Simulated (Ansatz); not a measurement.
Cell and atoms:

```yaml
crystal:
  lattice:
    - [5.01500, 0.00000, 0.00000]
    - [-2.50750, 4.34312, 0.00000]
    - [0.00000, 0.00000, 8.53944]
  atoms:
    - { symbol: Si, position: [0.66667, 0.33333, 0.93705] }
    - { symbol: Si, position: [0.66667, 0.33333, 0.56295] }
    - { symbol: Si, position: [0.33333, 0.66667, 0.06295] }
    - { symbol: Si, position: [0.33333, 0.66667, 0.43705] }
    - { symbol: O, position: [0.00000, 0.41206, 0.00000] }
    - { symbol: O, position: [0.41206, 0.41206, 0.50000] }
    - { symbol: O, position: [0.58794, 0.00000, 0.50000] }
    - { symbol: O, position: [0.58794, 0.58794, 0.00000] }
    - { symbol: O, position: [0.00000, 0.58794, 0.50000] }
    - { symbol: O, position: [0.66667, 0.33333, 0.75000] }
    - { symbol: O, position: [0.33333, 0.66667, 0.25000] }
    - { symbol: O, position: [0.41206, 0.00000, 0.00000] }
```

Question: What does this file describe?

Answer: The solid is SiO$_{2}$. Space group: P6_322 (No. 182). Lattice: primitive hexagonal. Counting shared atoms by their share gives 4 Si, 8 O, or 12 atoms. The polyhedra are SiO4 tetrahedra; they share corners. Si is linked to four O in a tetrahedral arrangement at 1.60 to 1.61 Å. The O atoms are each bonded to two Si at 1.60 to 1.61 Å. The bonds build a three-dimensional framework.

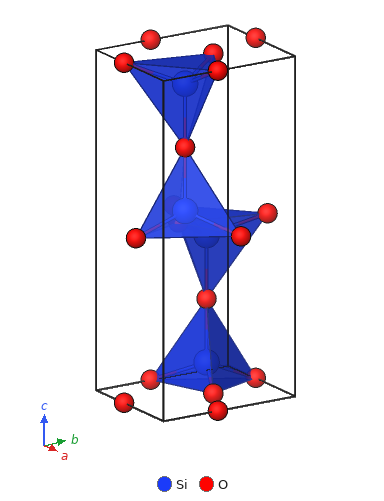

The crystal in a polyhedral representation, seen slightly off an axis. The outline marks the conventional unit cell. Colours: silicon blue, oxygen red.

The structure was taken from a structure listed in the Materials Project. This is the structure after a relaxation with Ansatz, DFT LDA, scalar-relativistic, plane waves, PAW.
